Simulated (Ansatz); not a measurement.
Input

```
crystal:
  lattice:
    - [-3.3109, 3.3109, 3.3109]
    - [3.3109, -3.3109, 3.3109]
    - [3.3109, 3.3109, -3.3109]
  atoms:
    - { symbol: Si, position: [0.206, 0.206, 0.206] }
    - { symbol: Si, position: [0.5, 0.0, 0.294] }
    - { symbol: Si, position: [0.294, 0.5, 0.0] }
    - { symbol: Si, position: [0.0, 0.294, 0.5] }
    - { symbol: Si, position: [0.794, 0.794, 0.794] }
    - { symbol: Si, position: [0.5, 0.0, 0.706] }
    - { symbol: Si, position: [0.706, 0.5, 0.0] }
    - { symbol: Si, position: [0.0, 0.706, 0.5] }
basis:
  ecutwfc: 500
kpoints:
  mp_grid: { grid: [8, 8, 8] }
hamiltonian:
  xc: r2scan
scf:
  occupations: { method: gaussian, width: 0.1 }
output:
  forces: true
  stress: true
  eigenvalues: true
  write_density: true
  write_potential: true
  elf: true
  volumetric_format: npy
relax:
  adjacent_minimum: "off"
  f_tol: 0.005
  max_steps: 80
  cell: { stress_tol: 0.05 }
```

Run with:

```sh
ansatz run input.yaml --threads 4 --pin off --max-ram 10240MiB --backend cpu --events-out ev --progress --plain --runs-dir out
```

Below, planes, directions and counts refer to the conventional cell (a = 6.65 Å, b = 6.65 Å, c = 6.65 Å, α = 90.00°, β = 90.00°, γ = 90.00°).

The fields are those of the run's last geometry, not of the input's.

Space group Ia-3.

Method: Ansatz, DFT r2SCAN, scalar-relativistic, plane waves, PAW.

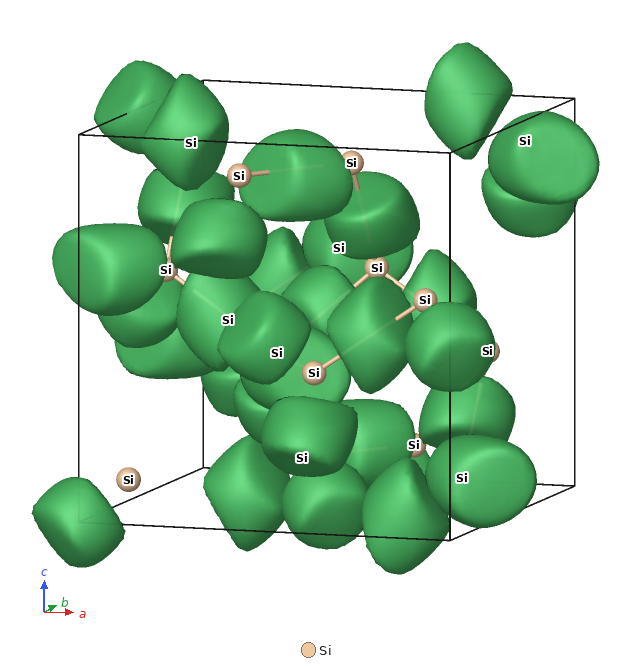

Si. Isosurface of the electron localisation function at 0.7 (green), seen slightly off an axis. Only the valence region is drawn (cores and ρ < 0.01 e/Å³ removed). Sticks mark near contacts.

Core electrons are frozen (PAW), and the valence fields are smoothed inside the atomic spheres.

Question: Identify the bonds, lone pairs and shells in this picture.

Answer: The ELF exceeds this value in 32 regions between bonded Si–Si atoms, counted in one cell of 16 atoms. Regions shared between cells count once.

Values along the shortest contacts:
Si–Si (2.32 Å): the ELF peaks at about 0.95 between the atoms. Si–Si (2.39 Å): the ELF peaks at about 0.95 between the atoms.

Question: Metal or insulator at this level of theory?

Answer: It is metallic or semimetallic at this level of theory: no gap opens.
